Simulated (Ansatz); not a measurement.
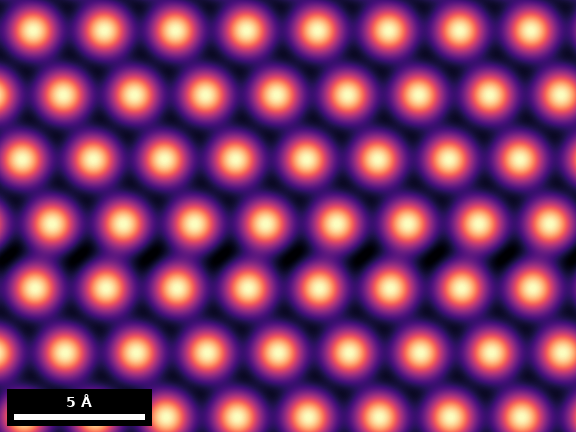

iDPC-like image of Ge (I4/mmm, No. 139) along [100]. Simulated as the projected potential of neutral atoms (B = 0.8 Å²) blurred by a 1.30 Å probe, the thin-sample limit of integrated differential phase contrast. The display is stretched by a gamma of 0.8; percentages refer to the linear signal.

One planar defect was built into the perfect crystal by geometry alone, without relaxation. Host structure: the end point of a relaxation with Ansatz 0.2.0, DFT PBE, scalar-relativistic, plane waves, PAW; the starting structure was generated, so it need not be a known form of this composition.

Question: Where does the periodic pattern break, and how?

Answer: A planar fault (a stacking fault) runs horizontally about 10 Å below the top edge. The part above it is shifted along the boundary by 2/3 of the 2.72 Å repeat of the rows (1.8 Å to the right, the same as 0.9 Å to the left); both parts keep the same orientation.
